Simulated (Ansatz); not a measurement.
## SrCl2 (Fm-3m): phonons and vibrational spectra

How does SrCl2 (Fm-3m) vibrate, and is this structure a minimum?

Main program and level: Ansatz 0.2.0; DFT LDA, scalar-relativistic, plane waves, norm-conserving pseudopotentials.

## (1) The structure

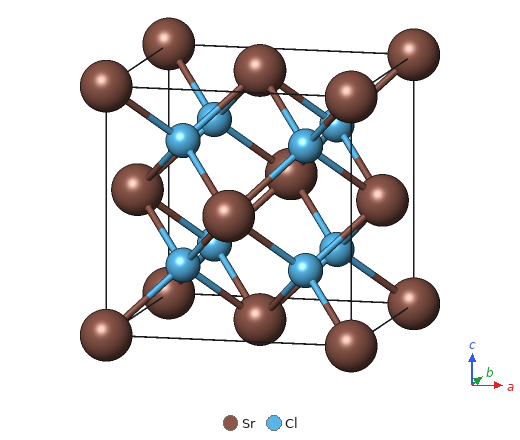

Start, viewed slightly off an axis; strontium brown, chlorine blue. This picture shows the conventional cell, with its axes. Some periodic images of atoms are drawn too.

## (2) Bringing the structure to rest

The cell and atoms are relaxed, since residual forces and stress would shift the frequencies.

Contents of input.yaml:

```yaml
crystal:
  lattice:
    - [0.0, 3.48835, 3.48835]
    - [3.48835, 0.0, 3.48835]
    - [3.48835, 3.48835, 0.0]
  atoms:
    - { symbol: Sr, position: [0.0, 0.0, 0.0] }
    - { symbol: Cl, position: [0.25, 0.25, 0.25] }
    - { symbol: Cl, position: [0.75, 0.75, 0.75] }
kpoints:
  mp_grid: { grid: [6, 6, 6] }
hamiltonian:
  xc: lda
  pseudopotentials: { kind: nc }
scf:
  occupations: { method: gaussian, width: 0.02 }
output:
  forces: true
  stress: true
  eigenvalues: true
  write_density: true
  write_potential: true
  elf: true
  volumetric_format: npy
relax:
  adjacent_minimum: "off"
  f_tol: 0.005
  max_steps: 80
  cell: { stress_tol: 0.05 }
```

Started as:

```sh
> ansatz run input.yaml --threads 4 --pin off --max-ram 7168MiB --backend cpu --events-out ev --progress --plain --runs-dir out
```

Numbers of over 12 decimals in the logs are rounded to 6 here.

What it wrote:

```text
Engine: ansatz 0.2.0, aarch64-unknown-linux-gnu
Pseudopotentials: kind: nc
Pseudopotential: Sr, nc, valence charge 10, recommended cutoff 925.187132 eV (normal), Sr.nc.azcp (PseudoDojo's, or run here from an input of PseudoDojo's: the run reads no file of this project's for it)
Pseudopotential: Cl, nc, valence charge 7, recommended cutoff 761.918815 eV (normal), Cl.nc.azcp (PseudoDojo's, or run here from an input of PseudoDojo's: the run reads no file of this project's for it)
Functional definition: SPW92
  exchange = slater_x
  correlation = pw_c
Crystal: 3 atoms, lattice volume = 84.897 Å³
Basis set: ecut = 925.187132 eV, 5521 PW (Γ)
Bands: 16, of which v1, the nominal top of the filled ones, is band 12 counted from 1 (11 counted from 0)
Symmetry: 48 space group operations
Space group: Fm-3m (ITA 225), of the structure as read, at distance tolerance 4.4e-5 Å
k-points: 16 of 216
Non-local potential: Sr, projectors of the file, l = 0: 2, l = 1: 2, l = 2: 2
Non-local potential: Cl, projectors of the file, l = 0: 2, l = 1: 2, l = 2: 2
Initial density: superposition of atomic densities (chi_scale 0.1, normalization cell, long waves kept (reshape's long-wave potential 0.00 eV rms))
Initial wavefunctions: pseudopotential atomic-orbital guess
Functional: x = slater, c = lda
SCF iter   1: F=—  HF=-1833.889292 eV  |F-HF|=—  |Δ(HF+E_count)|=         —  Δρ=4.21e-2  dr2=2.82e0  ethr=3.10e-3  ⟨swp⟩=9.0  Hψ=1857  notcnv=0
preconditioner: auto → none  [insulator: Δε(μ)=3.854 eV  Ē_g=13.208 eV  σ=0.020 eV  W_gap=1.00  n_scr=14 (ndim 8)  ℏωp=18.9 eV  f_vac=0.016  D(μ)=0.00/eV (n_scr^D=0)  ε∞_Penn≈3.0]
SCF iter   2: F=—  HF=-1832.718201 eV  |F-HF|=—  |Δ(HF+E_count)|=    1.17e0  Δρ=1.22e-2  dr2=1.87e-1  ethr=3.10e-3  ⟨swp⟩=4.8  Hψ=773  notcnv=0
SCF iter   3: F=—  HF=-1832.660250 eV  |F-HF|=—  |Δ(HF+E_count)|=   5.80e-2  Δρ=4.48e-3  dr2=1.57e-2  ethr=7.80e-4  ⟨swp⟩=2.2  Hψ=420  notcnv=0
SCF iter   4: F=—  HF=-1832.658361 eV  |F-HF|=—  |Δ(HF+E_count)|=   1.89e-3  Δρ=1.61e-3  dr2=2.85e-3  ethr=6.53e-5  ⟨swp⟩=3.1  Hψ=363  notcnv=0
SCF iter   5: F=—  HF=-1832.657972 eV  |F-HF|=—  |Δ(HF+E_count)|=   3.89e-4  Δρ=3.22e-4  dr2=6.96e-5  ethr=1.19e-5  ⟨swp⟩=3.1  Hψ=551  notcnv=0
SCF iter   6: F=—  HF=-1832.657925 eV  |F-HF|=—  |Δ(HF+E_count)|=   4.70e-5  Δρ=3.92e-5  dr2=1.89e-6  ethr=2.90e-7  ⟨swp⟩=2.8  Hψ=374  notcnv=0
SCF iter   7: F=-1832.657924 eV  HF=-1832.657924 eV  |F-HF|=6.30e-8  |Δ(HF+E_count)|=   5.17e-7  Δρ=1.12e-5  dr2=8.44e-8  ethr=4.17e-10  ⟨swp⟩=10.8  Hψ=2654  notcnv=0
SCF 1 converged in 7 iterations: F = -1832.657924 eV  dr2 = 8.44e-8
relax step   1: F+E_penalty+E_count = -1832.65792399 eV  Δ(F+E_penalty+E_count) = +0.000e0 eV  max|allowed force component| = 5.782e-19 eV/Å  Δτ_max = 0.0000 Å  P = -2.864 GPa  Ω = 84.897 Å³  (7 SCF iters, dr2 threshold 1.00e-7 eV, accepted)
Crystal: 3 atoms, lattice volume = 78.530 Å³
Basis set: ecut = 925.187132 eV, 5029 PW (Γ)
Initial density: handed on by an earlier stage of this run
Initial wavefunctions: those handed on with the density
iter 1 solved again at ethr=7.63e-5 eV; its pass at ethr=3.10e-3 eV (dr2=1.83e-2 eV) is discarded
SCF iter   1: F=—  HF=-1832.727296 eV  |F-HF|=—  |Δ(HF+E_count)|=         —  Δρ=2.91e-3  dr2=1.82e-2  ethr=7.63e-5  ⟨swp⟩=2.4  Hψ=2194  notcnv=0
preconditioner: auto → none  [insulator: Δε(μ)=5.018 eV  Ē_g=13.975 eV  σ=0.020 eV  W_gap=1.00  n_scr=14 (ndim 8)  ℏωp=19.7 eV  f_vac=0.061  D(μ)=0.00/eV (n_scr^D=0)  ε∞_Penn≈3.0]
SCF iter   2: F=—  HF=-1832.719502 eV  |F-HF|=—  |Δ(HF+E_count)|=   7.79e-3  Δρ=1.41e-3  dr2=1.97e-3  ethr=7.57e-5  ⟨swp⟩=3.9  Hψ=595  notcnv=0
SCF iter   3: F=—  HF=-1832.718859 eV  |F-HF|=—  |Δ(HF+E_count)|=   6.43e-4  Δρ=4.09e-4  dr2=1.72e-4  ethr=8.23e-6  ⟨swp⟩=2.3  Hψ=395  notcnv=0
SCF iter   4: F=—  HF=-1832.718755 eV  |F-HF|=—  |Δ(HF+E_count)|=   1.04e-4  Δρ=1.09e-4  dr2=5.41e-6  ethr=7.18e-7  ⟨swp⟩=2.8  Hψ=451  notcnv=0
SCF iter   5: F=-1832.718755 eV  HF=-1832.718755 eV  |F-HF|=2.60e-8  |Δ(HF+E_count)|=   4.11e-7  Δρ=1.49e-5  dr2=8.85e-8  ethr=1.25e-9  ⟨swp⟩=11.3  Hψ=2536  notcnv=0
SCF 2 converged in 5 iterations: F = -1832.718755 eV  dr2 = 8.85e-8
relax step   2: F+E_penalty+E_count = -1832.71875516 eV  Δ(F+E_penalty+E_count) = -6.083e-2 eV  max|allowed force component| = 8.866e-18 eV/Å  Δτ_max = 0.0000 Å  P = +0.029 GPa  Ω = 78.530 Å³  energy of the carried Pulay correction = +2.266e-4 eV  (5 SCF iters, dr2 threshold 3.00e-7 eV, accepted)
Initial wavefunctions: pseudopotential atomic-orbital guess (no wavefunctions were taken with the density)
iter 1 solved again at ethr=2.69e-7 eV; its pass at ethr=3.10e-3 eV (dr2=6.47e-5 eV) is discarded
SCF iter   1: F=—  HF=-1832.718698 eV  |F-HF|=—  |Δ(HF+E_count)|=         —  Δρ=2.92e-5  dr2=1.11e-7  ethr=2.69e-7  ⟨swp⟩=4.5  Hψ=2813  notcnv=0
preconditioner: auto → none  [insulator: Δε(μ)=5.103 eV  Ē_g=14.008 eV  σ=0.020 eV  W_gap=1.00  n_scr=14 (ndim 8)  ℏωp=19.7 eV  f_vac=0.070  D(μ)=0.00/eV (n_scr^D=0)  ε∞_Penn≈3.0]
SCF iter   2: F=—  HF=-1832.718639 eV  |F-HF|=—  |Δ(HF+E_count)|=   5.92e-5  Δρ=1.43e-5  dr2=2.76e-8  ethr=4.63e-10  ⟨swp⟩=2.4  Hψ=472  notcnv=0
SCF iter   3: F=—  HF=-1832.718639 eV  |F-HF|=—  |Δ(HF+E_count)|=   2.85e-8  Δρ=1.87e-6  dr2=3.34e-9  ethr=1.15e-10  ⟨swp⟩=2.4  Hψ=373  notcnv=0
SCF iter   4: F=—  HF=-1832.718639 eV  |F-HF|=—  |Δ(HF+E_count)|=   1.08e-9  Δρ=3.28e-7  dr2=3.96e-11  ethr=1.39e-11  ⟨swp⟩=2.0  Hψ=379  notcnv=0
SCF iter   5: F=-1832.718639 eV  HF=-1832.718639 eV  |F-HF|=1.14e-12  |Δ(HF+E_count)|=  1.05e-11  Δρ=8.11e-8  dr2=2.07e-12  ethr=1.00e-12  ⟨swp⟩=7.5  Hψ=1428  notcnv=0
SCF 3 converged in 5 iterations: F = -1832.718639 eV  dr2 = 2.07e-12
relax step   3: F+E_penalty+E_count = -1832.71863880 eV  Δ(F+E_penalty+E_count) = +1.164e-4 eV  max|allowed force component| = 8.866e-18 eV/Å  Δτ_max = 0.0000 Å  P = +0.024 GPa  Ω = 78.530 Å³  stress off target by 2.43e-2 GPa  SCF on the basis re-selected at this cell (its energy is not comparable with the rows above)  (5 SCF iters)
basis re-selected at this cell: Δ(F+E_penalty+E_count) = +1.164e-4 eV, ΔP = -0.005 GPa vs the last step (what re-selecting the basis moved, of the pressure what is left beyond the Pulay correction that the steps carried, after the strain that the cell walked since its last selection, with what the two solves' SCF thresholds leave and, on support functions, any second-order correction that the steps lacked; it is no measure of the basis error at this ecutwfc). The dense FFT grid was sized anew with the basis: this SCF ran on 48×48×48 points, the steps before it on 50×50×50, so part of this shift can come from that change (see relax.cell in the input reference). [rest of the remark cut]
SCF converged after 5 iterations
Free energy (F): -1832.718639 eV
Harris-Foulkes:  -1832.718639 eV  (|F-HF|=1.14e-12)
Internal energy: -1832.718639 eV  (E = F + TS)
E sigma→0 (E₀):  -1832.718639 eV
Fermi energy:    6.234390 eV
--- Per-component energies (eV) ---
  E_band       = -133.662232
  E_kinetic    = 554.936656
  E_local      = -1168.086307  (includes V_loc(G=0)·N_el)
  E_nonlocal   = 264.484108
  E_hartree    = 300.395081
  E_xc         = -472.019580
  E_vxc        = -385.786851  (∫ρ·V_xc dr)
  E_ewald      = -1312.428597
  E_smearing   = -0.000000  (= −TS)
  E_closure    = -0.000000  (closes the sum)
  Σ components = -1832.718639   (vs F -1832.718639, Δ=0.00e0)
--- Forces (eV/Å), atoms counted from 1 ---
  atom   1  Sr     0.00000000    -0.00000000     0.00000000
  atom   2  Cl     0.00000000    -0.00000000     0.00000000
  atom   3  Cl    -0.00000000     0.00000000    -0.00000000
  max |Σ_I F_I| component: 1.16e-18 eV/Å
--- Stress (GPa, compression-positive) ---
        0.024341      -0.000000      -0.000000
       -0.000000       0.024341       0.000000
       -0.000000       0.000000       0.024341
  P = ⅓ Tr σ = 0.0243 GPa (0.243 kbar)
--- Band table (eV; the first three rows and the last of 16) ---
  k-point 0: bands = [... 8 lower, 1.2135, 3.3065, 3.3065, 3.3065, 8.8623, 9.4632, 9.4632, 12.4429]
  k-point 1: bands = [... 8 lower, 1.4433, 2.9393, 3.1278, 3.1278, 9.5010, 9.7211, 9.7211, 11.5401]
  k-point 2: bands = [... 8 lower, 1.8761, 2.3327, 2.7501, 2.7501, 10.1005, 10.1005, 10.3169, 11.7508]
  k-point 15: bands = [... 8 lower, 1.9223, 2.7243, 3.2747, 3.5997, 9.3111, 10.7710, 10.8169, 11.1001]
--- Relaxed structure (2 steps of the walk, 2 accepted, 1 SCFs on fresh bases) ---
  F+E_penalty+E_count = -1832.71863880 eV   max|allowed force component| = 8.866e-18 eV/Å   (the final SCF, on the basis selected at the relaxed cell)
  cell:  # Å, volume = 78.5304 Å³
    - [0, 3.398881, 3.398881]
    - [3.398881, 0, 3.398881]
    - [3.398881, 3.398881, 0]
  atoms:
    - { symbol: Sr, position: [0, 0, 0] }
    - { symbol: Cl, position: [0.25, 0.25, 0.25] }
    - { symbol: Cl, position: [0.750000, 0.750000, 0.750000] }
```

It took 3.2 s on 4 threads of Arm Neoverse V1, shared host; peak memory 0.41 GiB; 12 s of CPU time.

The steps of the relaxation:

| step | energy less that of the first step (eV) | largest force component (eV/Å) | pressure (GPa) | volume (Å³) |
| --- | --- | --- | --- | --- |
| 1 | 0.0000 | 0.0000 | -2.86 | 84.90 |
| 2 | -0.0608 | 0.0000 | 0.03 | 78.53 |
| 3* | -0.0607 | 0.0000 | 0.02 | 78.53 |

Relaxation steps marked * repeat the geometry before them on a plane-wave basis chosen anew for their cell, so energy and pressure can jump there.

The run keeps the 48 symmetry operations that it works with, so distortions that break them were not tested.

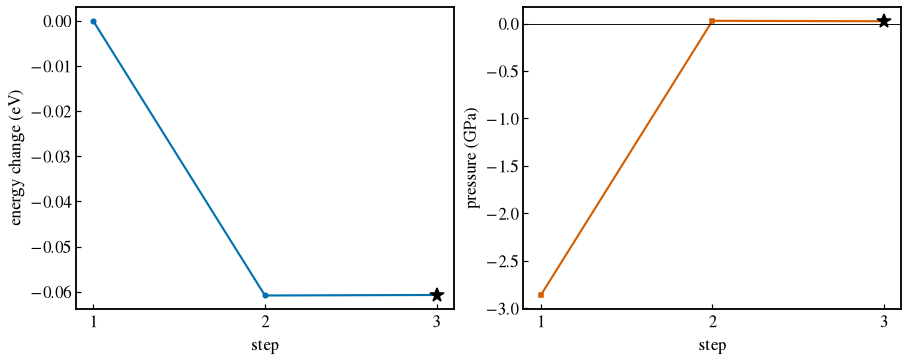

Energy and pressure along the relaxation. Stars mark steps on a basis chosen anew.

```
conventional cell, symmetrised  before  after  change
                         a (Å)   6.977  6.798  -2.6 %
                         b (Å)   6.977  6.798  -2.6 %
                         c (Å)   6.977  6.798  -2.6 %
              volume (Å³/atom)   28.30  26.18  -7.5 %
```

The relaxed structure:

```xyz
3
Lattice="0.0000 3.3989 3.3989 3.3989 0.0000 3.3989 3.3989 3.3989 0.0000" Properties=species:S:1:pos:R:3 pbc="T T T"
Sr    0.0000    0.0000    0.0000
Cl    1.6994    1.6994    1.6994
Cl    5.0983    5.0983    5.0983
```

Numbers from this step:

* pressure: 0.02434 GPa
* gap on the k-mesh: 5.103 eV
* volume per atom: 26.18 Å³
* direct gap on mesh: 5.103 eV

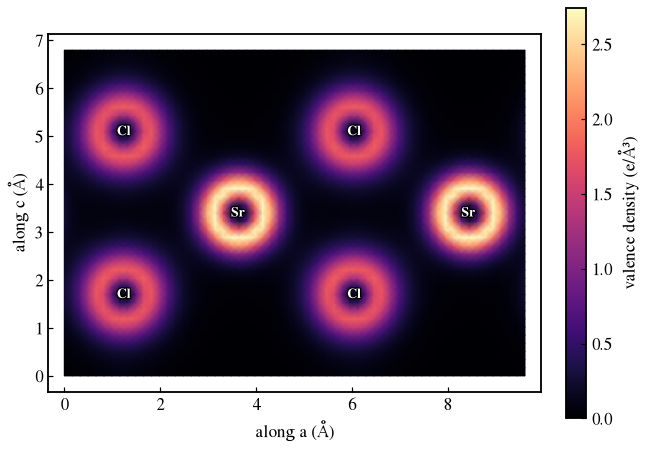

Valence density in the ac plane of a cell with a along [110], b along [-110] and c along [001] of the cube at fractional y = 0.000, with atoms of Sr and Cl within 0.2 Å of it. It is the smooth field of the valence electrons, not physical close to the nuclei. The map starts off the cell's origin, so that atoms lie inside it.

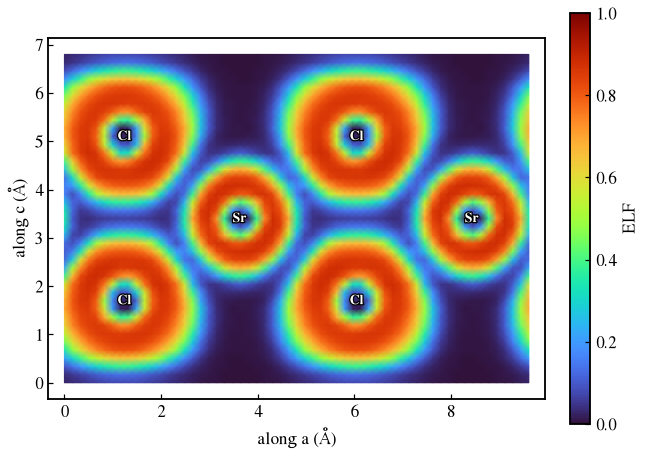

ELF in the ac plane of a cell with a along [110], b along [-110] and c along [001] of the cube at fractional y = 0.000, with atoms of Sr and Cl within 0.2 Å of it. It is the smooth field of the valence electrons, not physical close to the nuclei. The map starts off the cell's origin, so that atoms lie inside it.

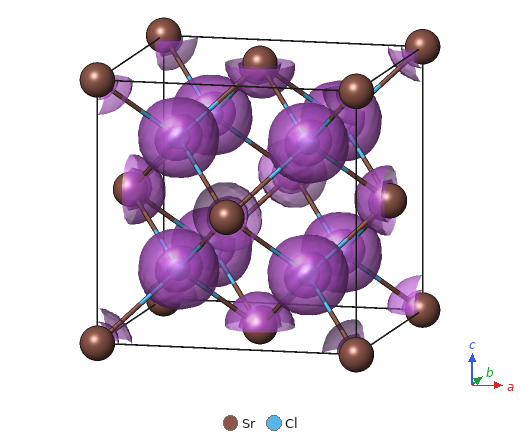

Surface of ELF = 0.81.

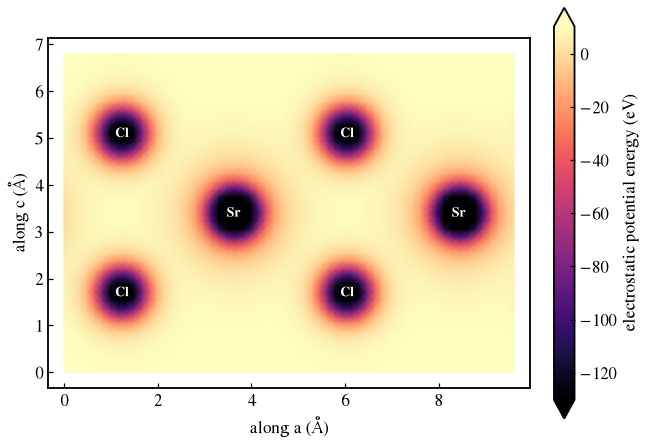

Electrostatic potential energy in the ac plane of a cell with a along [110], b along [-110] and c along [001] of the cube at fractional y = 0.000, with atoms of Sr and Cl within 0.2 Å of it. With pseudopotentials it is smooth inside the atoms' cores, unlike the true potential. The map starts off the cell's origin, so that atoms lie inside it.

In this step the volume went from 28.30 to 26.18 Å³/atom.

## (3) Tight relaxation

Phonons need a cell at rest on their own settings, so the relaxation is repeated with tight tolerances on forces and stress, using the mesh and the filling of the phonon run that follows.

input.yaml, the sections that differ from step 2:

```yaml
crystal:
  lattice:
    - [0.0, 3.3988813482, 3.3988813482]
    - [3.3988813482, 0.0, 3.3988813482]
    - [3.3988813482, 3.3988813482, 0.0]
  atoms:
    - { symbol: Sr, position: [0.0, 0.0, 0.0] }
    - { symbol: Cl, position: [0.25, 0.25, 0.25] }
    - { symbol: Cl, position: [0.75, 0.75, 0.75] }
scf:
  occupations: { method: fixed }
relax:
  adjacent_minimum: "off"
  f_tol: 0.001
  max_steps: 60
  cell: { stress_tol: 0.01 }
# kpoints, hamiltonian, output: as in step 2
```

What it wrote:

```text
[...]
Crystal: 3 atoms, lattice volume = 78.530 Å³
Basis set: ecut = 925.187132 eV, 5029 PW (Γ)
Bands: 16, of which v1, the nominal top of the filled ones, is band 12 counted from 1 (11 counted from 0)
Symmetry: 48 space group operations
[...]
k-points: 16 of 216
[...]
k-point 15: bands = [... 8 lower, 1.9170, 2.7186, 3.2685, 3.5931, 9.3047, 10.7628, 10.8093, 11.0919]
--- Relaxed structure (2 steps of the walk, 2 accepted, 1 SCFs on fresh bases) ---
[...]
cell:  # Å, volume = 78.5800 Å³
    - [0, 3.399596, 3.399596]
    - [3.399596, 0, 3.399596]
    - [3.399596, 3.399596, 0]
  atoms:
    - { symbol: Sr, position: [0, 0, 0] }
    - { symbol: Cl, position: [0.25, 0.25, 0.25] }
    - { symbol: Cl, position: [0.750000, 0.750000, 0.750000] }
[key lines of the parts left out:]
SCF converged after 4 iterations
Free energy (F): -1832.718642 eV
Fermi energy:    3.676387 eV
P = ⅓ Tr σ = -0.0035 GPa (-0.035 kbar)
```

Elapsed: 3.5 s, on 4 threads; peak memory 0.38 GiB; 12 s of CPU time.

Little changed from the start: no atom moved by 0.005 Å and no cell edge by 0.1 %.

This step gave:

- pressure: -0.003513 GPa
- volume per atom: 26.19 Å³

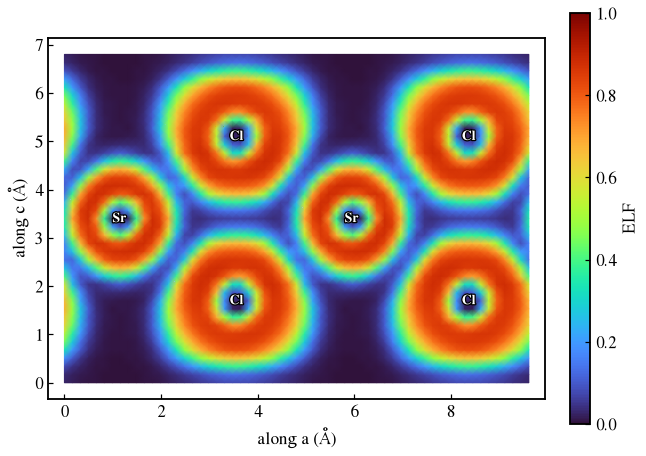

ELF in the ac plane of a cell with a along [110], b along [-110] and c along [001] of the cube at fractional y = 0.000, with atoms of Sr and Cl within 0.2 Å of it. It is the smooth field of the valence electrons, not physical close to the nuclei. The map starts off the cell's origin, so that atoms lie inside it.

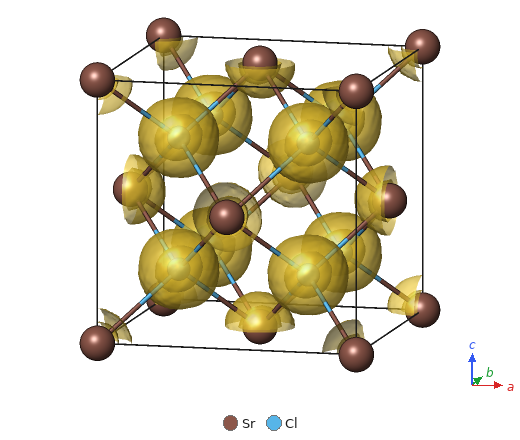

Surface of ELF = 0.81.

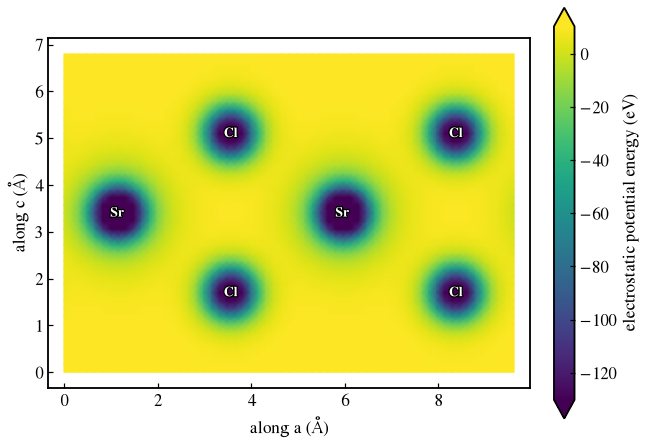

Electrostatic potential energy in the ac plane of a cell with a along [110], b along [-110] and c along [001] of the cube at fractional y = 0.000, with atoms of Sr and Cl within 0.2 Å of it. With pseudopotentials it is smooth inside the atoms' cores, unlike the true potential. The map starts off the cell's origin, so that atoms lie inside it.

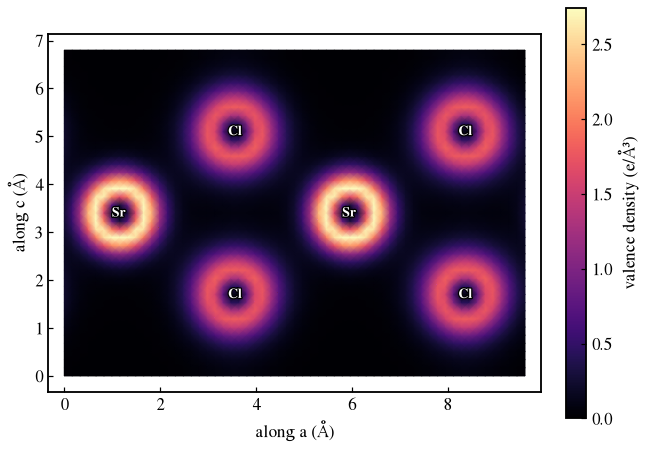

Valence density in the ac plane of a cell with a along [110], b along [-110] and c along [001] of the cube at fractional y = 0.000, with atoms of Sr and Cl within 0.2 Å of it. It is the smooth field of the valence electrons, not physical close to the nuclei. The map starts off the cell's origin, so that atoms lie inside it.

The forces vanish by symmetry and the pressure is -0.004 GPa, within the tolerances set. The cell now holds 26.19 Å³/atom.

(Continued in part 2 of 3.)

[Logs are printed without paths, hosts, clocks, repeated set-up lines and the standing remarks that a program may print on its own settings, such as how far it seeks lower states.]

[Hosts, paths, dates, database ids (printed as entryN), source tags and the programs' standing remarks are cut or masked in the printed files.]
